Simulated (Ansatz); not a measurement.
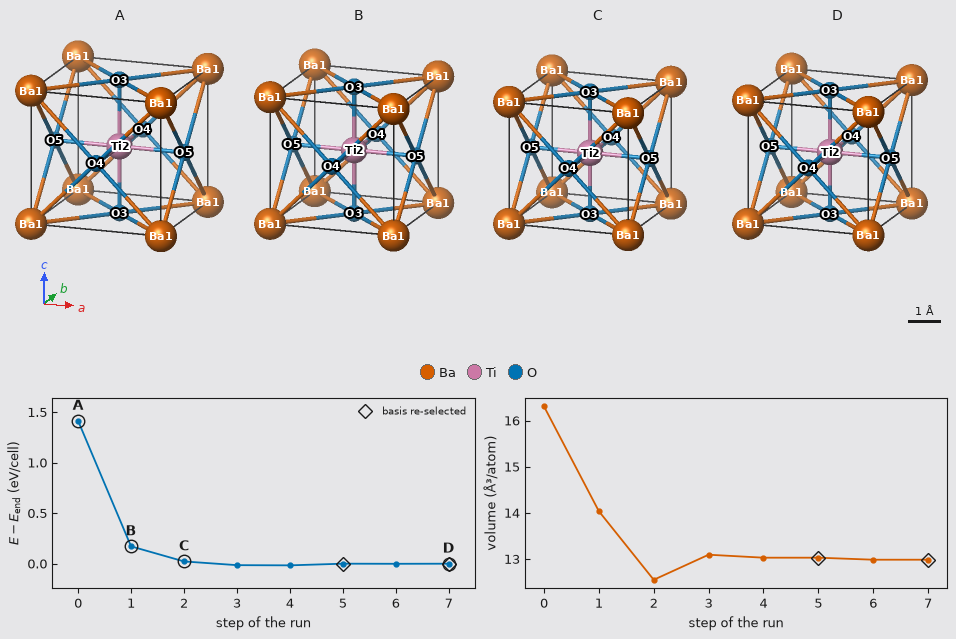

Frames of a relaxation of crystalline BaTiO3 (built on the cubic perovskite type), marked on the history of the run. The picture is a ball-and-stick view of the cell of the calculation, seen slightly off an axis.

Computed with DFT, PBE, plane waves, PAW (Ansatz 0.2.0). Set-up: plane-wave cutoff 420 eV; k-point mesh 6 × 6 × 6; occupations fermi dirac; smearing width 0.02 eV; no spin polarisation; cell and atoms relaxed; force threshold 0.005 eV/Å.

Q: Describe the path.

A: The energy falls by 1.414 eV per cell of the calculation in 5 accepted moves (7 points after the start). All forces vanish by symmetry, so only the cell relaxes. The pressure goes from −22.08 to −0.01 GPa. The SCF was repeated twice at an unchanged geometry on a basis and grid sized afresh for the cell, which shifted the energy by 16.5 meV per cell of the calculation at most. No atom moves by more than 0.005 Å relative to the cell. The drawn cell changes as follows: a = b = c 4.336 → 4.019 Å (−7.3 %); the volume changes by −20.4 %. Among the contacts that change: Ba1–Ti2 3.755 → 3.481 Å, Ba1–O3 3.066 → 2.842 Å, Ti2–O3 2.168 → 2.010 Å. The space group stays Pm-3m (No. 221). Cost: 9.2 s on 2 threads of AMD EPYC 7R13 Processor (Zen 3), on a shared host, peak memory 0.54 GiB. From step 0 to 1: volume −13.9 %, energy −1.243 eV per cell of the calculation. From step 1 to 2: volume −10.6 %, energy −0.149 eV per cell of the calculation. From step 2 to 7: volume +3.5 %, energy −22.6 meV per cell of the calculation.

```json
{"step": "0", "E − E(0), meV/atom": "0.00", "pressure, GPa": "-22.08", "volume, Å³/atom": "16.308", "note": ""}
{"step": "1", "E − E(0), meV/atom": "-248.51", "pressure, GPa": "-10.17", "volume, Å³/atom": "14.037", "note": ""}
{"step": "2", "E − E(0), meV/atom": "-278.33", "pressure, GPa": "6.56", "volume, Å³/atom": "12.551", "note": ""}
{"step": "3", "E − E(0), meV/atom": "-285.73", "pressure, GPa": "-0.79", "volume, Å³/atom": "13.094", "note": ""}
{"step": "4", "E − E(0), meV/atom": "-286.11", "pressure, GPa": "-0.01", "volume, Å³/atom": "13.030", "note": ""}
{"step": "5", "E − E(0), meV/atom": "-282.81", "pressure, GPa": "-0.55", "volume, Å³/atom": "13.030", "note": "same geometry, new basis"}
{"step": "6", "E − E(0), meV/atom": "-283.03", "pressure, GPa": "0.01", "volume, Å³/atom": "12.986", "note": ""}
{"step": "7", "E − E(0), meV/atom": "-282.84", "pressure, GPa": "-0.01", "volume, Å³/atom": "12.986", "note": "same geometry, new basis"}
```
